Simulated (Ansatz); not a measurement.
# CHF3 (SMILES FC(F)F) at 6 levels

Wanted: a comparison of 6 runs (PBE0/STO-3G, SVWN5/STO-3G, UB3LYP/STO-3G, r2SCAN0/STO-3G, wB97X/STO-3G, FCI/STO-3G) of CHF3. 

The results are computed with Ansatz 0.2.0.

55 further runs of the same task are left out: 7 that didn't finish, 48 set aside as unsound or not needed.

## 1. The structure to begin with

CHF3 has 5 atoms, charge 0, and is taken as a singlet. As SMILES, `FC(F)F`. The C2–F1 distance was set to 1.659 Å, away from the relaxed value.

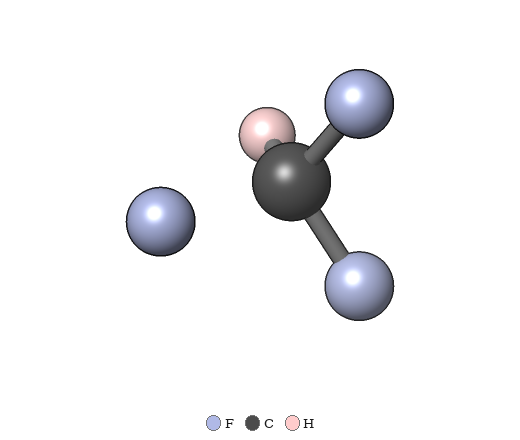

The structure, seen from a chosen angle (fluorine light blue, carbon dark grey, hydrogen pink).

## 2. The energy at PBE0/STO-3G (run 1)

Contents of molecule.yaml:

```yaml
crystal:
  periodic: [false, false, false]
  atoms:
    - symbol: F
      position_ang: [-0.839304, -0.429128, 1.342092]
    - symbol: C
      position_ang: [0.018950, 0.054610, 0.006800]
    - symbol: F
      position_ang: [1.042420, -0.774930, -0.157420]
    - symbol: F
      position_ang: [-0.771270, -0.038770, -1.056390]
    - symbol: H
      position_ang: [0.377570, 1.091490, 0.131950]
basis:
  gaussian: {orbitals: STO-3G}
hamiltonian: {xc: {name: PBE0}}
accuracy: high
```

Run with:

```bash
ansatz run molecule.yaml --threads 1 --pin off --max-ram 2610MiB --events-out events.jsonl --progress --plain --runs-dir runs
```

Log:

```text
Warning: RAYON_NUM_THREADS=1 ignored (pool sized by the plan → 1); use --threads N
Functional definition: PBE0
  name "PBE0"
  parameter a = 0.25
  parameter kappa = 0.804
  parameter beta = 0.06672455060314922
  exchange = (1 - a)*pbe_x(kappa = kappa, mu = beta*pi^2/3) + a*exact_x
  correlation = pbe_c(beta = beta)
394 factors; integrals over basis functions are off by at most 5.4e-8 eV
mean field evaluation 1: about -9060.4501 eV, gradient 3.1e1 eV
mean field evaluation 2: about -9057.0533 eV, gradient 4.6e1 eV
mean field evaluation 4: about -9063.7457 eV, gradient 1.8e0 eV
mean field evaluation 8: about -9063.7631 eV, gradient 3.3e-2 eV
mean field evaluation 16: about -9063.7631 eV, gradient 3.3e-7 eV
mean field -9063.76314449 eV, -333.0871519208 hartree, gradient 3.8e-8 eV, S^2 0.000000; 0 other end points of the search recorded, 0 dependent functions left out
reference -9063.76314529 eV, -333.0871519502 hartree; 17, 17 occupied and 4, 4 virtual orbitals, 394 factors
Total energy: -9063.76314529 eV, -333.0871519502 hartree
```

Run time: 1.3 s. Hardware: 1 thread of Arm Neoverse V1, shared host; peak memory 0.095 GiB.

## 3. The energy at SVWN5/STO-3G (run 2)

Changes to molecule.yaml since step 2:

```diff
@@ -15,3 +15,4 @@
   gaussian: {orbitals: STO-3G}
-hamiltonian: {xc: {name: PBE0}}
+total_charge: 0
 accuracy: high
+hamiltonian: {xc: {name: SVWN5}}
```

Run with:

```bash
ansatz run molecule.yaml --threads 1 --pin off --max-ram 2610MiB --events-out events.jsonl --progress --plain --runs-dir runs
```

Log:

```text
Warning: RAYON_NUM_THREADS=1 ignored (pool sized by the plan → 1); use --threads N
Functional definition: SVWN5
  name "SVWN5"
  exchange = slater_x
  correlation = vwn5_c
394 factors; integrals over basis functions are off by at most 5.4e-8 eV
mean field evaluation 1: about -9006.9040 eV, gradient 2.2e1 eV
mean field evaluation 2: about -8998.2267 eV, gradient 5.9e1 eV
mean field evaluation 4: about -9008.5276 eV, gradient 3.8e0 eV
mean field evaluation 8: about -9008.5113 eV, gradient 8.6e-2 eV
mean field evaluation 16: about -9008.5113 eV, gradient 4.8e-6 eV
mean field -9008.51133335 eV, -331.0566853122 hartree, gradient 4.8e-8 eV, S^2 0.000000; 0 other end points of the search recorded, 0 dependent functions left out
reference -9008.51133438 eV, -331.0566853501 hartree; 17, 17 occupied and 4, 4 virtual orbitals, 394 factors
Total energy: -9008.51133438 eV, -331.0566853501 hartree
```

It took 0.89 s on 1 thread of Arm Neoverse V1, shared host; peak memory 0.091 GiB.

Run 3 isn't shown in full; the table further down has it.

## 4. A single-point energy at r2SCAN0/STO-3G (run 4)

Contents of run.yaml:

```yaml
crystal:
  periodic: [false, false, false]
  atoms:
    - symbol: F
      position_ang: [-0.839304, -0.429128, 1.342092]
    - symbol: C
      position_ang: [0.018950, 0.054610, 0.006800]
    - symbol: F
      position_ang: [1.042420, -0.774930, -0.157420]
    - symbol: F
      position_ang: [-0.771270, -0.038770, -1.056390]
    - symbol: H
      position_ang: [0.377570, 1.091490, 0.131950]
basis:
  gaussian: {orbitals: STO-3G}
total_charge: 0
accuracy: high
hamiltonian: {xc: {name: r2SCAN0}}
```

Run with:

```bash
ansatz run run.yaml --threads 1 --pin off --max-ram 2610MiB --events-out events.jsonl --progress --plain --runs-dir runs
```

Log:

```text
Warning: RAYON_NUM_THREADS=1 ignored (pool sized by the plan → 1); use --threads N
Functional definition: r2SCAN0
  name "r2SCAN0"
[... 1 set-up line as earlier in the session ...]
  parameter k0 = 0.174
  parameter k1 = 0.065
  parameter a1 = 4.9479
  exchange = (1 - a)*r2scan_x(k0 = k0, k1 = k1, a1 = a1) + a*exact_x
  correlation = r2scan_c
394 factors; integrals over basis functions are off by at most 5.4e-8 eV
mean field evaluation 1: about -9064.9315 eV, gradient 3.1e1 eV
mean field evaluation 2: about -9062.5770 eV, gradient 4.3e1 eV
mean field evaluation 4: about -9068.3862 eV, gradient 1.5e0 eV
mean field evaluation 8: about -9068.3812 eV, gradient 2.9e-3 eV
mean field evaluation 16: about -9068.3812 eV, gradient 3.5e-7 eV
mean field -9068.38120715 eV, -333.2568625930 hartree, gradient 1.4e-8 eV, S^2 0.000000; 0 other end points of the search recorded, 0 dependent functions left out
reference -9068.38120730 eV, -333.2568625987 hartree; 17, 17 occupied and 4, 4 virtual orbitals, 394 factors
Total energy: -9068.38120730 eV, -333.2568625987 hartree
```

It took 3.3 s on 1 thread of Arm Neoverse V1, shared host; peak memory 0.14 GiB.

Run 5 isn't shown in full; the table further down has it.

## 5. A single-point energy at FCI/STO-3G (run 6)

Contents of run.yaml:

```yaml
basis:
  gaussian:
    orbitals: STO-3G
crystal:
  periodic: [false, false, false]
  atoms:
    - {symbol: F, position_ang: [-0.839304, -0.429128, 1.342092]}
    - {symbol: C, position_ang: [0.018950, 0.054610, 0.006800]}
    - {symbol: F, position_ang: [1.042420, -0.774930, -0.157420]}
    - {symbol: F, position_ang: [-0.771270, -0.038770, -1.056390]}
    - {symbol: H, position_ang: [0.377570, 1.091490, 0.131950]}
correlation:
  method: fci
  frozen_orbitals: {C: 1, F: 1, H: 0}
accuracy: high
```

Run with:

```bash
ansatz run run.yaml --threads 1 --pin off --max-ram 2610MiB --events-out events.jsonl --progress --plain --runs-dir runs
```

Log:

```text
Warning: RAYON_NUM_THREADS=1 ignored (pool sized by the plan → 1); use --threads N
Functional definition: HF
  name "HF"
  exchange = exact_x
  correlation = 0
394 factors; integrals over basis functions are off by at most 5.4e-8 eV
mean field evaluation 1: about -9028.5526 eV, gradient 4.0e1 eV
mean field evaluation 2: about -9028.6980 eV, gradient 4.0e1 eV
mean field evaluation 4: about -9035.3092 eV, gradient 2.3e0 eV
mean field evaluation 8: about -9035.3332 eV, gradient 7.3e-2 eV
mean field -9035.33325046 eV, -332.0423725854 hartree, gradient 2.3e-8 eV, S^2 0.000000; 0 other end points of the search recorded, 0 dependent functions left out; unrestricted orbitals would lower it
mean field evaluation 16: about -9035.2004 eV, gradient 2.1e0 eV
4 core orbitals not correlated: weight in the atoms' cores, before any rotation towards them, 1.000 or more for the frozen orbitals, at most 0.000 for the correlated occupied ones
reference -9035.33325046 eV, -332.0423725854 hartree; 13, 13 occupied and 4, 4 virtual orbitals, 394 factors
state -9039.52013278 eV, -332.1962376730 hartree
Total energy: -9039.52013278 eV, -332.1962376730 hartree
```

It took 27 s on 1 thread of Arm Neoverse V1, shared host; peak memory 0.48 GiB.

## 6. Overview of the runs

```csv
run,level,frozen core orbitals,energy (Eh),wall time
1,PBE0/STO-3G,–,-333.087152,1.3 s
2,SVWN5/STO-3G,–,-331.056685,0.89 s
3,UB3LYP/STO-3G,–,-333.338259,2.1 s
4,r2SCAN0/STO-3G,–,-333.256863,3.3 s
5,wB97X/STO-3G,–,-333.327721,5.7 s
6,FCI/STO-3G,4,-332.196238,27 s
```

## 7. Results

| quantity | value |
| --- | --- |
| run 6: total energy | -332.19624 Eh |
| run 6: correlation energy (4 core orbitals frozen) | -153.9 mEh |

**Reading.** Totals of different functionals can't be ranked against each other. In runs 1, 2, 3, 4, 5, 6 the basis is minimal, so the values are rough. All runs together took 40 s, the longest 27 s.
